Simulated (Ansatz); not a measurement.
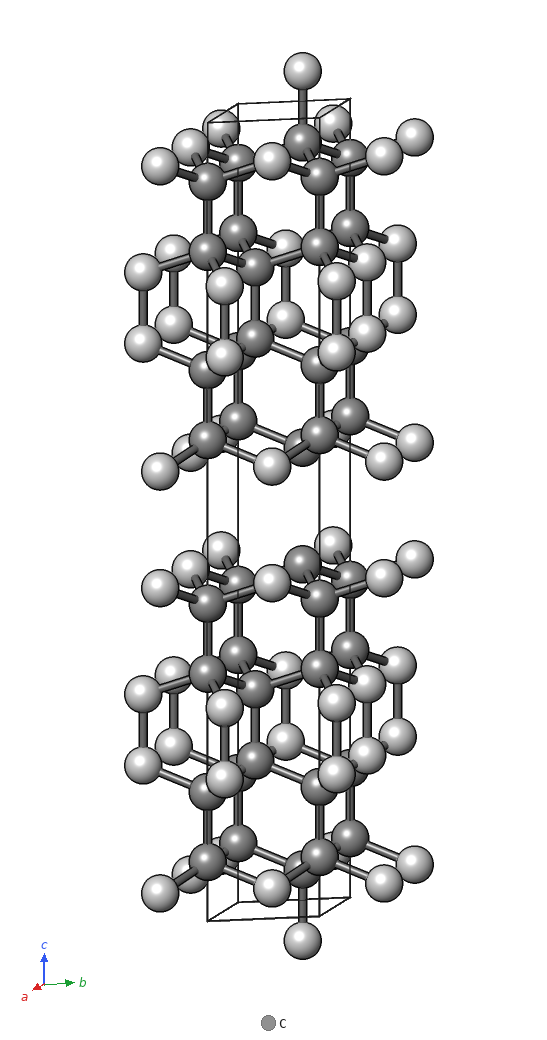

This ball-and-stick model is shown slightly off an axis. The parallelepiped is the conventional unit cell. The bonded neighbours beyond the faces are included, in fainter colours.

C, space group P-6m2 (No. 187), a = 2.51 Å, b = 2.51 Å, c = 17.56 Å, α = 90.00°, β = 90.00°, γ = 120.00°.

Setup: DFT r2SCAN, scalar-relativistic, plane waves, PAW in Ansatz 0.2.0; plane-wave cutoff 500 eV, k-points about 0.29 Å⁻¹ apart, Gaussian smearing of 0.05 eV, no spin polarisation.

**What is the electronic character?**

A semiconductor at this level, with a gap of 1.56 eV on the k-mesh (the true edges may lie between mesh points, so the gap can be somewhat smaller).

**Would the cell expand or shrink if it could?**

The computed pressure is -5.4 GPa (stretched: it would shrink). The stress isn't hydrostatic: its largest component is 15.4 GPa.

It goes back to an entry, possibly a prediction, of the Crystallography Open Database. The cell was then strained or its atoms displaced on purpose. An electronic-structure calculation with Ansatz was run on it.

At this level of theory the run's own cell isn't at rest (stretched, at -5 GPa and forces up to 3.7 eV/Å), so its distances can differ from those at equilibrium, the more so the softer the solid.
